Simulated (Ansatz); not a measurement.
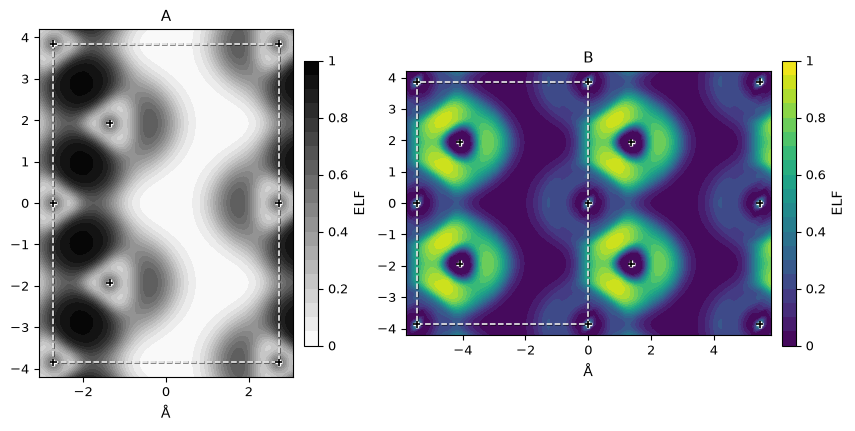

The ELF of 2 systems, each on a plane through atoms (crosses mark nuclei in the plane).

These are results of Ansatz, DFT HSE06, scalar-relativistic, plane waves, PAW, not measurements.

System 1: Si, the (011) plane of the conventional cell. Space group Fd-3m.

```cif
data_structure
_symmetry_space_group_name_H-M 'P 1'
_symmetry_Int_Tables_number 1
_cell_length_a 5.4407
_cell_length_b 5.4407
_cell_length_c 5.4407
_cell_angle_alpha 90.000
_cell_angle_beta 90.000
_cell_angle_gamma 90.000
_cell_volume 161.05
loop_
_atom_site_label
_atom_site_type_symbol
_atom_site_fract_x
_atom_site_fract_y
_atom_site_fract_z
_atom_site_occupancy
Si1 Si 0.25000 0.25000 0.25000 1
Si2 Si 0.75000 0.75000 0.25000 1
Si3 Si 0.75000 0.25000 0.75000 1
Si4 Si 0.25000 0.75000 0.75000 1
Si5 Si 0.00000 0.00000 0.00000 1
Si6 Si 0.50000 0.50000 0.00000 1
Si7 Si 0.50000 0.00000 0.50000 1
Si8 Si 0.00000 0.50000 0.50000 1
```

System 2: GaP, the (110) plane of the conventional cell. Space group F-43m.

```
Ga P
1.0
     5.46547    0.00000    0.00000
     0.00000    0.00000   -5.46547
     0.00000    5.46547    0.00000
Ga P
4 4
Direct
  0.50000 0.50000 0.00000
  0.00000 0.50000 0.50000
  0.00000 0.00000 0.00000
  0.50000 0.00000 0.50000
  0.25000 0.75000 0.25000
  0.75000 0.75000 0.75000
  0.75000 0.25000 0.25000
  0.25000 0.25000 0.75000
```

Which map belongs to which system?

Answer. Panel A is system 1, Si: the plane holds Si. Si–Si (2.36 Å): the ELF peaks at about 0.95 between the atoms (a shared electron pair). Panel B is system 2, GaP: the plane holds Ga and P. Ga–P (2.37 Å): the ELF peaks at about 0.95 in the valence shell of P, 0.8 Å from its nucleus, and is about 0.80 at the midpoint.
